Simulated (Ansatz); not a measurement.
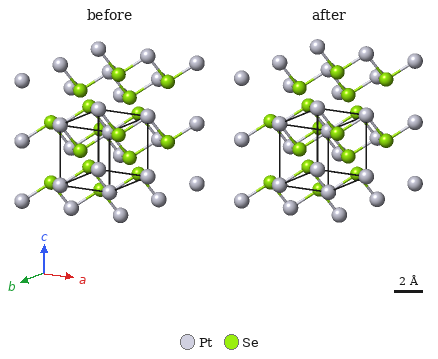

The structure of solid PtSe2 (set up in P-3m1) before (left) and after (right) a relaxation, at one scale.

A ball-and-stick model of the cell of the calculation, repeated 2 × 2 × 2 with one cell outlined, seen from a free direction.

Case: volume × 1.06, shape and atoms relaxed.

Theory: DFT PBE+D3(BJ), scalar-relativistic, plane waves, PAW (Ansatz). Settings: plane-wave cutoff 420 eV; k-point mesh 12 × 12 × 10; occupations gaussian; smearing width 0.1 eV; no spin polarisation; cell relaxed at fixed volume; force threshold 0.01 eV/Å; at most 30 steps.

> Describe what moved and what it gained.

The energy falls by 4.4 meV per atom in 3 accepted moves (4 points after the start). The largest force component goes from 0.28 to 0.0025 eV/Å. The pressure goes from −4.62 to −2.33 GPa. The SCF was repeated once at an unchanged geometry on a basis and grid sized afresh for the cell, which shifted the energy by less than 0.05 meV per atom at most. The largest moves relative to the cell, 0.032 Å, are those of Se atoms. Pt stays in place. The drawn cell changes at constant volume: a = b 3.816 → 3.783 Å (−0.9 %), c 4.992 → 5.080 Å (+1.8 %). Some distances before and after: Pt–Se 2.556 → 2.536 Å. The space group stays P-3m1 (No. 164).
